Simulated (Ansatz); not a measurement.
The calculation's input:

```
crystal:
  lattice:
    - [0.0, 2.1071057207, 2.1071057207]
    - [2.1071057207, 0.0, 2.1071057207]
    - [2.1071057207, 2.1071057207, 0.0]
  atoms:
    - { symbol: Mg, position: [-0.0657145063, -0.0120963198, -0.0058025646] }
    - { symbol: O, position: [0.5657145063, 0.5120963198, 0.5058025646] }
basis:
  ecutwfc: 420
kpoints:
  mp_grid: { grid: [10, 10, 10] }
hamiltonian:
  xc: pbesol
scf:
  occupations: { method: gaussian, width: 0.05 }
output:
  forces: true
  stress: true
  eigenvalues: true
  write_density: true
  write_potential: true
  elf: true
  volumetric_format: npy
relax:
  adjacent_minimum: "off"
  f_tol: 0.01
  max_steps: 80
  cell: { stress_tol: 0.1 }
```

Run with:

```sh
ansatz run input.yaml --threads 1 --pin off --max-ram 2560MiB --backend cpu --events-out ev --progress --plain --runs-dir out
```

Below, planes, directions and counts refer to the conventional cell (a = 4.21 Å, b = 4.21 Å, c = 4.21 Å, α = 90.00°, β = 90.00°, γ = 90.00°).

The fields are those of the run's last geometry, not of the input's.

Space group Fm-3m; changed on purpose from its base cell (all atoms moved at random, sigma 0.25 A a component; relaxed back).

Level of theory: Ansatz 0.2.0, DFT PBEsol, scalar-relativistic, plane waves, PAW.

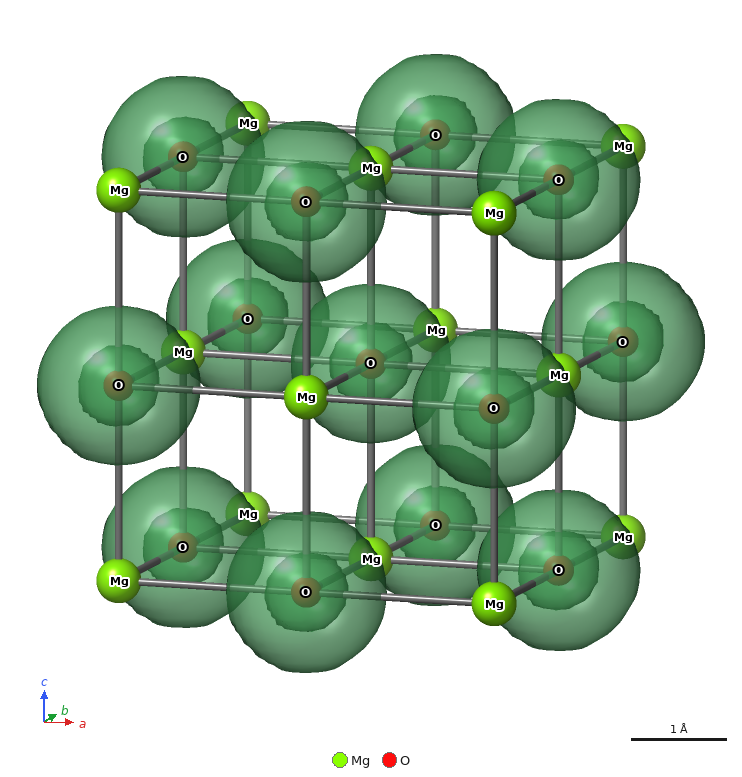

MgO. Isosurface of the electron localisation function at 0.75 (green), seen slightly off an axis. Core shells and regions of very low density are left out. Sticks mark near contacts.

In a PAW calculation such maps are meaningful between the atoms, not at the nuclei.

Question: Describe the localisation domains.

Answer: The surface consists of four regions wrapped around O (the valence shell of each), counted in one cell of 8 atoms. Regions shared between cells count once.

Values along the shortest contacts:
Mg–O (2.11 Å): the ELF peaks at about 0.85 in the valence shell of O, 0.6 Å from its nucleus, and is about 0.35 at the midpoint (an ionic contact with no shared pair).
